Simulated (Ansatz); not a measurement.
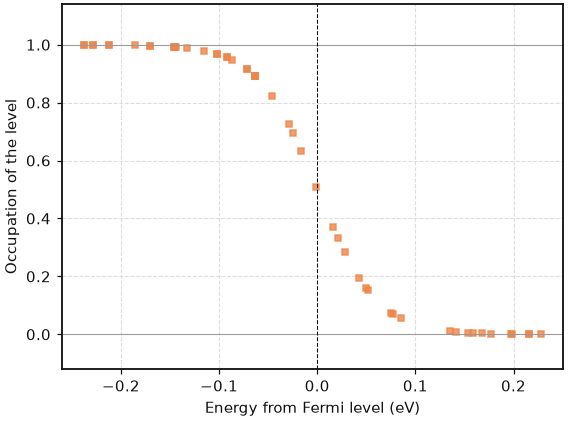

Occupations of the one-electron levels of the k mesh against their energy, from a run on AgO, space group P6_3mc, 4 atoms in the cell, BeO-186 type type, with Ansatz.

**Which smearing scheme was used (Fermi-Dirac, Gaussian, Methfessel-Paxton or cold), and about what width?**

Fermi-Dirac smearing with a width of 0.03 eV. The occupations stay between 0 and 1 and have long exponential tails; the slope at the Fermi level is 1/(4 × width).
